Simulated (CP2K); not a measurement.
**Ho: 6 runs along one coordinate**

System: Ho (Im-3m, 1 atom in the cell).
Method: Kohn-Sham DFT of a periodic cell, PBE, GTH-PBE with UZH-DZVP basis, spin-polarised (CP2K 2026.2).

The 6 runs differ only in the geometry, by an even scaling of the cell at fixed fractional positions. The structure derives from a Materials Project entry.

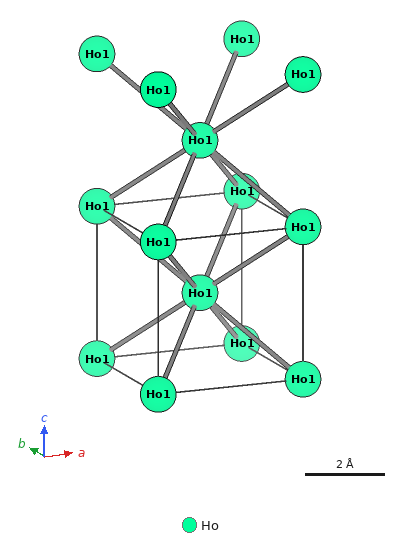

Figure 1. The structure of run 4 (ball-and-stick view of the cell 2 times as large as that of the calculation, set on its symmetry axes, repeated 1 × 1 × 2, seen slightly off an axis; atoms are numbered from 1 in the order of the input).

## Input of run 4
```
&GLOBAL
  PROJECT ho_eos
  RUN_TYPE ENERGY_FORCE
  PRINT_LEVEL LOW
&END GLOBAL
&FORCE_EVAL
  METHOD QS
  STRESS_TENSOR ANALYTICAL
  &DFT
    BASIS_SET_FILE_NAME BASIS_MOLOPT_UCL
    POTENTIAL_FILE_NAME GTH_POTENTIALS
    UKS T
    MULTIPLICITY 6
    WFN_RESTART_FILE_NAME previous-RESTART.kp
    &MGRID
      CUTOFF 450
      REL_CUTOFF 60
      NGRIDS 4
    &END MGRID
    &QS
      METHOD GPW
      EPS_DEFAULT 1.0E-10
    &END QS
    &KPOINTS
      SCHEME MONKHORST-PACK 9 9 9
      GAMMA_CENTERED T
      SYMMETRY T
      SYMMETRY_BACKEND SPGLIB
    &END KPOINTS
    &SCF
      SCF_GUESS RESTART
      EPS_SCF 1.0E-6
      MAX_SCF 150
      ADDED_MOS 13 18
      CHOLESKY OFF
      EPS_EIGVAL 1.0E-7
      &DIAGONALIZATION ON
        ALGORITHM STANDARD
      &END DIAGONALIZATION
      &MIXING ON
        METHOD BROYDEN_MIXING
        ALPHA 0.2
        BETA 1.5
        NBUFFER 10
      &END MIXING
      &SMEAR ON
        METHOD FERMI_DIRAC
        ELECTRONIC_TEMPERATURE 580.23
      &END SMEAR
    &END SCF
    &XC
      &XC_FUNCTIONAL
        &GGA_X_PBE
        &END GGA_X_PBE
        &GGA_C_PBE
        &END GGA_C_PBE
      &END XC_FUNCTIONAL
    &END XC
    &PRINT
      &KPOINTS ON
      &END KPOINTS
      &MULLIKEN ON
      &END MULLIKEN
      &MO ON
        ENERGIES T
        OCCUPATION_NUMBERS T
        &EACH
          QS_SCF 0
        &END EACH
        ADD_LAST NUMERIC
      &END MO
    &END PRINT
  &END DFT
  &SUBSYS
    &CELL
      ABC 3.4705104222 3.4705104222 3.4705104222
      ALPHA_BETA_GAMMA 109.4712206349 109.4712206344 109.4712206342
      PERIODIC XYZ
    &END CELL
    &COORD
      SCALED
      Ho  0.0000000000 0.0000000000 0.0000000000
    &END COORD
    &KIND Ho
      BASIS_SET DZVP-MOLOPT-SR-GTH-q21
      POTENTIAL GTH-PBE-q21
      MAGNETIZATION 4.0
    &END KIND
    &PRINT
      &ATOMIC_COORDINATES ON
      &END ATOMIC_COORDINATES
      &CELL ON
      &END CELL
    &END PRINT
  &END SUBSYS
  &PRINT
    &FORCES ON
    &END FORCES
    &STRESS_TENSOR ON
    &END STRESS_TENSOR
  &END PRINT
&END FORCE_EVAL
```

Command:
```bash
OMP_NUM_THREADS=4 cp2k.psmp -i ho_eos.inp -o ho_eos.out
```

Lattice vectors (Å) and fractional positions of run 4:
```
   3.470510    0.000000    0.000000
  -1.156837    3.272029    0.000000
  -1.156837   -1.636014    2.833660
Ho  0.000000  0.000000  0.000000
```

Run 2 has the same physical settings and fractional positions; its lattice vectors (Å) are:
```
   3.401082    0.000000    0.000000
  -1.133694    3.206570    0.000000
  -1.133694   -1.603285    2.776971
```

## Results, with one run withheld

| run | volume per atom (Å³) | free energy per atom, from the lowest run given (meV) | pressure (GPa) |
| --- | --- | --- | --- |
| 1 | 29.654 | 24.89 | 3.39 |
| 2 | 30.285 | ? | ? |
| 3 | 30.916 | 5.68 | 1.55 |
| 4 | 32.178 | 0.00 | −0.05 |
| 5 | 32.809 | 1.70 | −0.77 |
| 6 | 33.440 | 6.11 | −1.45 |

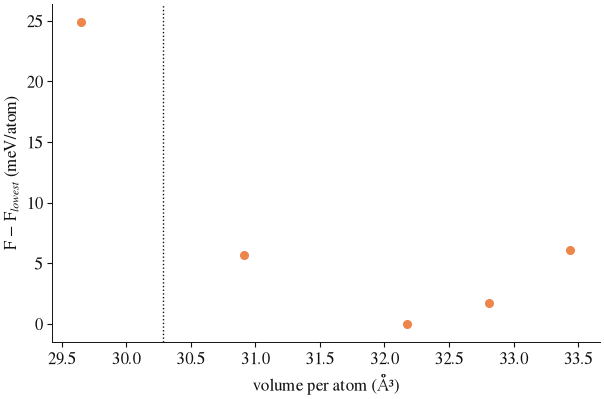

Figure 2. Free energy per atom of the runs given; the dotted line marks run 2.

Fit the runs given and predict run 2.

A cubic polynomial in V^(−2/3) (the Birch–Murnaghan form), fitted to the 5 runs given, misses them by at most 0.01 meV per atom. With x = V^(−2/3) − 0.09973 Å⁻², it reads F = 0.52409 + 1353.7 x + 8.6572e+05 x² − 6.3041e+06 x³ (meV per atom). At run 2 it gives 13.47 meV per atom, and the run itself gives 13.48. The slope of the fit gives a pressure −dF/dV of 2.43 GPa there, and the run prints 2.43 GPa. The fit has its minimum at 32.125 Å³ per atom, where V d²F/dV² gives 38.2 GPa: the bulk modulus at this level, since symmetry fixes the shape and the positions.

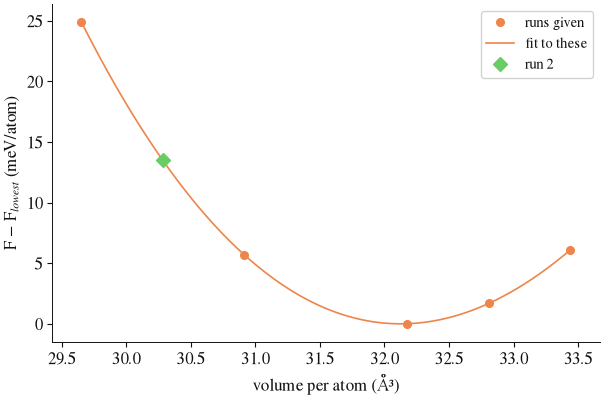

Figure 3. The fit and the withheld run.

## Some lines of the output (run 2)
```
[...]
 CELL| Volume [angstrom^3]:                                            30.285115
 CELL_REF| Volume [angstrom^3]:                                        30.285115
                        Smear method:                                FERMI_DIRAC
  Step     Update method      Time    Convergence         Total energy    Change
  Fermi energy:                                                 0.32140400470011
  Total energy:                                              -162.39136920668105
  Total energy (extrapolated to T->0):                       -162.39115058235885
 MO| E(Fermi):            0.321404 a.u.          8.745848 eV
 MO| Band gap:            0.240840 a.u.          6.553601 eV
```
